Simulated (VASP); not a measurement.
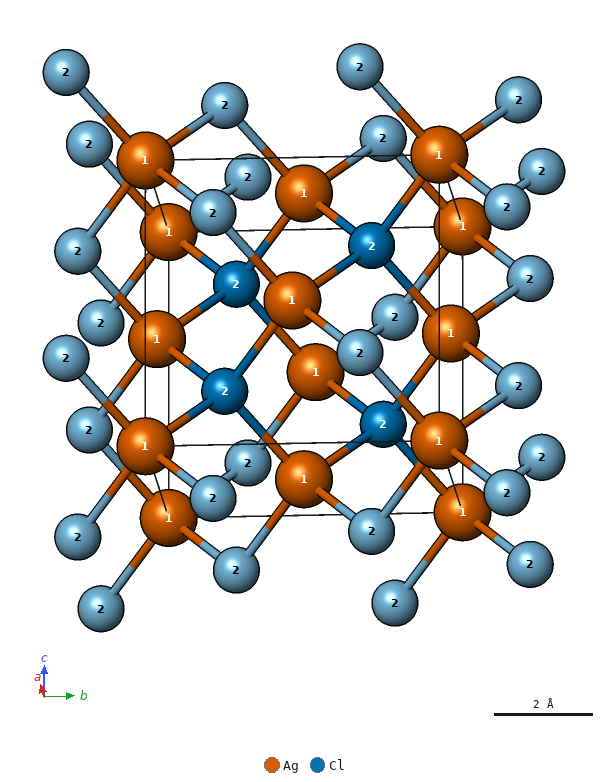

Figure 1. The structure as given in the input (ball-and-stick view of the cell 4 times as large as that of the calculation, set on its symmetry axes, seen at an oblique angle; neighbours outside the cell are drawn fainter; atoms are numbered from 1 in the order of the input). Near neighbours in the crystal (not all of them lie inside the picture): Ag has 4 Cl at 2.62 Å; Cl has 4 Ag at 2.62 Å.

# Geometry relaxation of AgCl

- system: AgCl (F-43m, 2 atoms in the cell)
- method: DFT, LDA, plane waves, PAW (VASP 6.6.1)

The structure was built on a prototype by a generator. The geometry comes from this level: PBE.

**OSZICAR**
```
N       E                     dE             d eps       ncg     rms          rms(c)
DAV:   1     0.108088788474E+03    0.10809E+03   -0.91006E+03   512   0.112E+03
DAV:   2    -0.239762279558E+01   -0.11049E+03   -0.10267E+03   616   0.234E+02
DAV:   3    -0.683427542690E+01   -0.44367E+01   -0.44245E+01   680   0.481E+01
DAV:   4    -0.687079602744E+01   -0.36521E-01   -0.36518E-01   616   0.463E+00
DAV:   5    -0.687138554484E+01   -0.58952E-03   -0.58951E-03   672   0.584E-01    0.757E+00
DAV:   6    -0.671567636833E+01    0.15571E+00   -0.27137E-01   656   0.718E+00    0.526E+00
DAV:   7    -0.670848896042E+01    0.71874E-02   -0.79222E-02   608   0.183E+00    0.220E+00
DAV:   8    -0.670557668954E+01    0.29123E-02   -0.44019E-03   608   0.591E-01    0.243E-01
DAV:   9    -0.670548827552E+01    0.88414E-04   -0.40447E-04   616   0.266E-01    0.343E-02
DAV:  10    -0.670550115057E+01   -0.12875E-04   -0.26704E-05   656   0.447E-02    0.829E-03
DAV:  11    -0.670550122796E+01   -0.77384E-07   -0.87069E-07   624   0.821E-03
   1 F= -.67055012E+01 E0= -.67055012E+01  d E =-.670550E+01
```

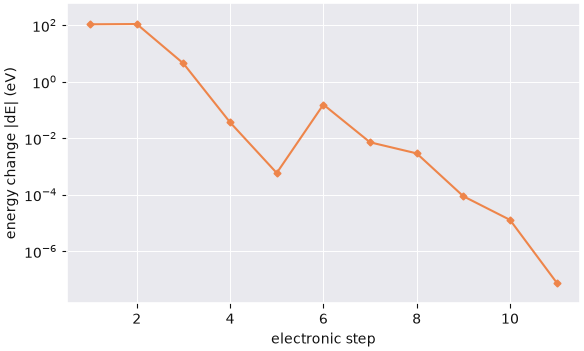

Figure 2. Convergence of the self-consistent field: energy change |dE| against the electronic step. It takes 11 electronic steps. The density is held fixed in the first few steps, and dE rises again when its update begins.

**Parts of OUTCAR**
```
k-points           NKPTS =     16   k-points in BZ     NKDIM =     16   number of bands    NBANDS=     16

   NELECT =      18.0000    total number of electrons

   dimension x,y,z NGX =    36 NGY =   36 NGZ =   36
   dimension x,y,z NGXF=    72 NGYF=   72 NGZF=   72

  energy-cutoff  :      600.00
  volume of cell :       48.18
      direct lattice vectors                 reciprocal lattice vectors
     0.000000000  2.888024797  2.888024797    -0.173128707  0.173128707  0.173128707
     2.888024797  0.000000000  2.888024797     0.173128707 -0.173128707  0.173128707
     2.888024797  2.888024797  0.000000000     0.173128707  0.173128707 -0.173128707

 k-points in reciprocal lattice and weights: KPOINTS created by Atomic Simulation Env
   0.00000000  0.00000000  0.00000000       0.005
   0.16666667  0.00000000  0.00000000       0.037
   0.33333333  0.00000000  0.00000000       0.037
   0.50000000  0.00000000  0.00000000       0.019
   0.16666667  0.16666667  0.00000000       0.028
   0.33333333  0.16666667  0.00000000       0.111
   0.50000000  0.16666667  0.00000000       0.111
  -0.33333333  0.16666667  0.00000000       0.111
  -0.16666667  0.16666667  0.00000000       0.056
   0.33333333  0.33333333  0.00000000       0.028
   0.50000000  0.33333333  0.00000000       0.111
  -0.33333333  0.33333333  0.00000000       0.056
   0.50000000  0.50000000  0.00000000       0.014
   0.50000000  0.33333333  0.16666667       0.111
  -0.33333333  0.33333333  0.16666667       0.111
  -0.33333333  0.50000000  0.16666667       0.056

 E-fermi :   3.0651

 k-point     1 :       0.0000    0.0000    0.0000
  band No.  band energies     occupation
      1     -12.7436      2.00000
      2      -2.1866      2.00000
      3      -2.1866      2.00000
      4      -2.1866      2.00000
      5       0.0539      2.00000
      6       0.0539      2.00000
      7       2.6594      2.00000
      8       2.6594      2.00000
      9       2.6594      2.00000
     10       3.5050      0.00000
     11      10.4460      0.00000
     12      10.4460      0.00000
     13      10.4460      0.00000
     14      15.3431      0.00000
     15      15.3431      0.00000
     16      15.6212      0.00000

 k-point     2 :       0.1667    0.0000    0.0000
  band No.  band energies     occupation
      1     -12.6806      2.00000
      2      -2.2783      2.00000
      3      -2.1256      2.00000
      4      -2.1256      2.00000
      5       0.0451      2.00000
      6       0.0451      2.00000
      7       1.8791      2.00000
      8       2.4998      2.00000
      9       2.4998      2.00000
     10       4.4373      0.00000
     11       9.7070      0.00000
     12      10.7110      0.00000
     13      10.7110      0.00000
     14      14.5055      0.00000
     15      14.5055      0.00000
     16      15.4701      0.00000

 k-point     3 :       0.3333    0.0000    0.0000
  band No.  band energies     occupation
      1     -12.5518      2.00000
      2      -2.3481      2.00000
      3      -2.0111      2.00000
      4      -2.0111      2.00000
      5       0.0814      2.00000
      6       0.0814      2.00000
      7       0.8030      2.00000
      8       2.1442      2.00000
      9       2.1442      2.00000
     10       5.6969      0.00000
     11       9.1045      0.00000
     12      10.9221      0.00000
     13      10.9221      0.00000
     14      14.6198      0.00000
     15      14.7878      0.00000
     16      14.7878      0.00000

 k-point     4 :       0.5000    0.0000    0.0000
  band No.  band energies     occupation
      1     -12.4862      2.00000
      2      -2.3104      2.00000
      3      -1.9596      2.00000
      4      -1.9596      2.00000
      5       0.1397      2.00000
      6       0.1397      2.00000
      7       0.2666      2.00000
      8       1.9360      2.00000
      9       1.9360      2.00000
     10       6.1540      0.00000
     11       9.2427      0.00000
     12      10.8626      0.00000
     13      10.8626      0.00000
     14      14.4523      0.00000
     15      16.0935      0.00000
     16      16.0935      0.00000

 k-point     5 :       0.1667    0.1667    0.0000
  band No.  band energies     occupation
      1     -12.6598      2.00000
      2      -2.3554      2.00000
      3      -2.0733      2.00000
      4      -2.0733      2.00000
      5      -0.0305      2.00000
      6       0.1039      2.00000
      7       2.0165      2.00000
      8       2.2563      2.00000
      9       2.2563      2.00000
     10       4.7270      0.00000
     11       9.4234      0.00000
     12      10.9179      0.00000
     13      10.9179      0.00000
     14      12.9499      0.00000
     15      15.3565      0.00000
     16      17.5083      0.00000

 k-point     6 :       0.3333    0.1667    0.0000
  band No.  band energies     occupation
      1     -12.5532      2.00000
      2      -2.4190      2.00000
      3      -1.9729      2.00000
      4      -1.9443      2.00000
      5      -0.0404      2.00000
      6       0.1484      2.00000
      7       1.1316      2.00000
      8       1.8737      2.00000
      9       1.9879      2.00000
     10       5.8974      0.00000
     11       8.9316      0.00000
     12      10.6288      0.00000
     13      11.3311      0.00000
     14      13.1049      0.00000
     15      15.4018      0.00000
     16      16.6706      0.00000

 k-point     7 :       0.5000    0.1667    0.0000
  band No.  band energies     occupation
      1     -12.4664      2.00000
      2      -2.2799      2.00000
      3      -1.9576      2.00000
      4      -1.8751      2.00000
      5       0.0543      2.00000
      6       0.1523      2.00000
      7       0.3525      2.00000
      8       1.6123      2.00000
      9       1.7201      2.00000
     10       6.8066      0.00000
     11       8.9634      0.00000
     12      10.3633      0.00000
     13      11.2885      0.00000
     14      14.1406      0.00000
     15      16.1335      0.00000
     16      16.2763      0.00000

 k-point     8 :      -0.3333    0.1667    0.0000
  band No.  band energies     occupation
      1     -12.4880      2.00000
      2      -2.2388      2.00000
      3      -2.0206      2.00000
      4      -1.9270      2.00000
      5       0.0396      2.00000
      6       0.1172      2.00000
      7       0.5745      2.00000
      8       1.4604      2.00000
      9       2.0051      2.00000
     10       6.6624      0.00000
     11       9.1339      0.00000
     12      10.0432      0.00000
     13      11.2198      0.00000
     14      14.4882      0.00000
     15      15.5130      0.00000
     16      16.1843      0.00000

 k-point     9 :      -0.1667    0.1667    0.0000
  band No.  band energies     occupation
      1     -12.5957      2.00000
      2      -2.3330      2.00000
      3      -2.0498      2.00000
      4      -2.0451      2.00000
      5      -0.0099      2.00000
      6       0.1097      2.00000
      7       1.3916      2.00000
      8       1.8286      2.00000
      9       2.3892      2.00000
     10       5.4681      0.00000
     11       9.3669      0.00000
     12      10.3029      0.00000
     13      11.0638      0.00000
     14      13.6538      0.00000
     15      14.9598      0.00000
     16      16.8445      0.00000

 k-point    10 :       0.3333    0.3333    0.0000
  band No.  band energies     occupation
      1     -12.4900      2.00000
      2      -2.5720      2.00000
      3      -1.7773      2.00000
      4      -1.7773      2.00000
      5      -0.0964      2.00000
      6       0.2057      2.00000
      7       1.1960      2.00000
      8       1.4292      2.00000
      9       1.4292      2.00000
     10       6.4068      0.00000
     11       8.3425      0.00000
     12      11.2797      0.00000
     13      12.2639      0.00000
     14      12.2639      0.00000
     15      15.3926      0.00000
     16      18.6364      0.00000

 k-point    11 :       0.5000    0.3333    0.0000
  band No.  band energies     occupation
      1     -12.4255      2.00000
      2      -2.4949      2.00000
      3      -1.6928      2.00000
      4      -1.6814      2.00000
      5       0.0307      2.00000
      6       0.2011      2.00000
      7       0.4566      2.00000
      8       1.1779      2.00000
      9       1.2519      2.00000
     10       7.2642      0.00000
     11       8.3098      0.00000
     12      10.7895      0.00000
     13      12.4492      0.00000
     14      13.0293      0.00000
     15      16.0613      0.00000
     16      16.9347      0.00000

 k-point    12 :      -0.3333    0.3333    0.0000
  band No.  band energies     occupation
      1     -12.4249      2.00000
      2      -2.2376      2.00000
      3      -1.8653      2.00000
      4      -1.7657      2.00000
      5      -0.1072      2.00000
      6       0.0885      2.00000
      7       0.5570      2.00000
      8       0.9414      2.00000
      9       1.5730      2.00000
     10       7.8169      0.00000
     11       8.4699      0.00000
     12      10.3037      0.00000
     13      11.8418      0.00000
     14      13.3057      0.00000
     15      15.2018      0.00000
     16      17.4416      0.00000

 k-point    13 :       0.5000    0.5000    0.0000
  band No.  band energies     occupation
      1     -12.4044      2.00000
      2      -2.6256      2.00000
      3      -1.5676      2.00000
      4      -1.5676      2.00000
      5       0.1027      2.00000
      6       0.2576      2.00000
      7       0.5408      2.00000
      8       0.9743      2.00000
      9       0.9743      2.00000
     10       6.9904      0.00000
     11       8.1485      0.00000
     12      11.1224      0.00000
     13      13.5341      0.00000
     14      13.5341      0.00000
     15      15.4165      0.00000
     16      16.7785      0.00000

 k-point    14 :       0.5000    0.3333    0.1667
  band No.  band energies     occupation
      1     -12.4678      2.00000
      2      -2.3608      2.00000
      3      -1.9358      2.00000
      4      -1.7797      2.00000
      5      -0.0003      2.00000
      6       0.1426      2.00000
      7       0.7448      2.00000
      8       1.1269      2.00000
      9       1.7616      2.00000
     10       7.0652      0.00000
     11       8.7855      0.00000
     12       9.9351      0.00000
     13      11.8868      0.00000
     14      13.4105      0.00000
     15      16.3080      0.00000
     16      16.3765      0.00000

 k-point    15 :      -0.3333    0.3333    0.1667
  band No.  band energies     occupation
      1     -12.4249      2.00000
      2      -2.1732      2.00000
      3      -2.0261      2.00000
      4      -1.6774      2.00000
      5      -0.0574      2.00000
      6       0.1439      2.00000
      7       0.4424      2.00000
      8       0.9658      2.00000
      9       1.5523      2.00000
     10       7.8333      0.00000
     11       8.6885      0.00000
     12       9.9762      0.00000
     13      11.6457      0.00000
     14      13.7442      0.00000
     15      15.5888      0.00000
     16      16.6386      0.00000

 k-point    16 :      -0.3333    0.5000    0.1667
  band No.  band energies     occupation
      1     -12.4042      2.00000
      2      -2.3786      2.00000
      3      -1.8075      2.00000
      4      -1.5586      2.00000
      5       0.0412      2.00000
      6       0.2484      2.00000
      7       0.3487      2.00000
      8       0.6979      2.00000
      9       1.3453      2.00000
     10       7.9177      0.00000
     11       8.3346      0.00000
     12      10.9529      0.00000
     13      11.1862      0.00000
     14      14.0043      0.00000
     15      16.2619      0.00000
     16      16.2863      0.00000

  Total       -0.0049832     -0.0049832     -0.0049832     -0.0000000     -0.0000000      0.0000000
  in kB       -0.1657243     -0.1657243     -0.1657243     -0.0000000     -0.0000000      0.0000000
  external PRESSURE =      -0.1657243 kB  Pullay stress =       0.0000000 kB

 POSITION                                       TOTAL-FORCE (eV/Angst)
 -----------------------------------------------------------------------------------
      0.00000      0.00000      0.00000         0.000000      0.000000     -0.000000
      1.44401      1.44401      1.44401        -0.000000     -0.000000      0.000000
 -----------------------------------------------------------------------------------
    total drift:                               -0.000000     -0.000000     -0.000000

  FREE ENERGIE OF THE ION-ELECTRON SYSTEM (eV)
  ---------------------------------------------------
  free  energy   TOTEN  =        -6.7055012280 eV

  energy  without entropy=       -6.7055012279  energy(sigma->0) =       -6.70550123
```

**CONTCAR**
```
Ag Cl
   1.00000000000000
     0.0000000000000000    2.8880247968847241    2.8880247968847241
     2.8880247968847241    0.0000000000000000    2.8880247968847241
     2.8880247968847241    2.8880247968847241    0.0000000000000000
  Ag              Cl
     1     1
Direct
     0.0000000000000000    0.0000000000000000    0.0000000000000000
     0.2500000000000000    0.2500000000000000    0.2500000000000000

  0.00000000E+00  0.00000000E+00  0.00000000E+00
  0.00000000E+00  0.00000000E+00  0.00000000E+00
```

This output came from the following input.

**INCAR**
```
ENCUT = 600.000000
SIGMA = 0.020000
EDIFF = 1.00e-07
EDIFFG = -5.00e-03
GGA = CA
PREC = Accurate
IBRION = 2
ISIF = 3
ISMEAR = -1
NBANDS = 16
NELM = 120
NSW = 40
LASPH = .TRUE.
LCHARG = .FALSE.
LWAVE = .FALSE.
LREAL = .FALSE.
```

**KPOINTS**
```
KPOINTS created by Atomic Simulation Environment
0
Gamma
6 6 6
0 0 0
```

**POSCAR**
```
Ag Cl
 1.0000000000000000
     0.0000000000000000    3.0293613520081193    3.0293613520081193
     3.0293613520081193    0.0000000000000000    3.0293613520081193
     3.0293613520081193    3.0293613520081193    0.0000000000000000
 Ag  Cl
   1   1
Cartesian
  0.0000000000000000  0.0000000000000000  0.0000000000000000
  1.5146806760040596  1.5146806760040596  1.5146806760040596
```

Launched with:
```bash
mpirun -np 1 vasp_std
```

**Key numbers**

- outcome: converged
- space group (tolerance 0.01 Å): F-43m (216)
- electrons treated: 18
- free energy: −6.7055 eV
- Fermi energy: 3.065 eV
- pressure: −0.02 GPa
- final volume: 48.18 Å³
- largest force (length of the vector): under 0.001 eV/Å
- hardware: 1 CPU thread, shared host
- wall time: 15 s
- peak memory: 0.17 GiB

**Notes**

The volume changed by more than 5 % on the plane waves of the start, so the result carries a basis error; a second relaxation from the end is advised.
